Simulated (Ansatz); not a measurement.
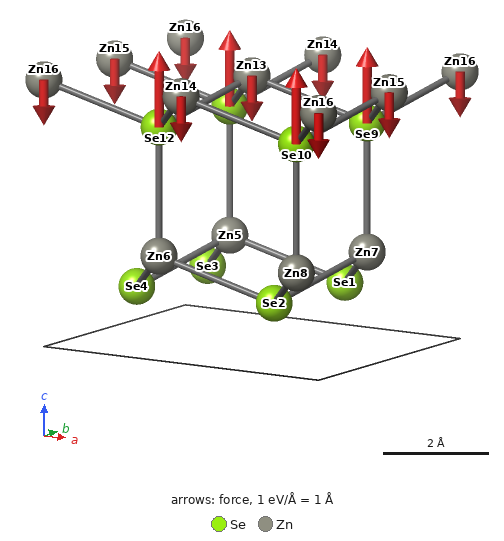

Starting geometry of a slab of composition ZnSe (cut from the F-43m phase) with the computed forces as red arrows. The picture is a ball-and-stick view of the cell of the calculation, outlined in the plane, without the vacuum (origin shifted), seen slightly off an axis.

Case: clean slab, lower planes held. The slab is the (1 1 1) face of ZnSe. 8 atoms are held fixed.

All numbers below come from DFT PBE, scalar-relativistic, plane waves, PAW in Ansatz. (plane-wave cutoff 420 eV; k-point mesh 2 × 2 × 1; occupations gaussian; smearing width 0.05 eV; no spin polarisation; dipole correction; atoms relaxed in a fixed cell; force threshold 0.03 eV/Å; at most 70 steps)

What follows when this structure is relaxed?

It isn't relaxed: the largest force vector, on Se atoms, is 1.47 eV/Å. The final displacements follow the starting forces only in part (cosine between the two patterns 0.69). The largest moves, 1.22 Å, are those of Zn atoms. Largest moves by element: Zn 1.22 Å, Se 0.28 Å. The lattice vectors keep their values. Among the contacts that change: Se–Zn 2.482 → 2.761 Å, Se–Zn 2.482 → 2.435 Å. Among the angles between lasting bonds that change: Zn–Se–Zn 109.5° → 73.9°, Zn–Se–Zn 109.5° → 112.7°, Se–Zn–Se 109.5° → 112.7°. After 13 geometry steps the energy has fallen by 1.640 eV per cell of the calculation. Largest force component: 1.5 eV/Å at the start, 0.00086 eV/Å at the end. The forces were under the threshold at step 5, but the run went on from there. Cost: 2.7 min on 4 threads of Intel(R) Xeon(R) Processor @ 2.50GHz (Skylake/Cascade Lake), with other jobs on the host, peak memory 1.9 GiB.
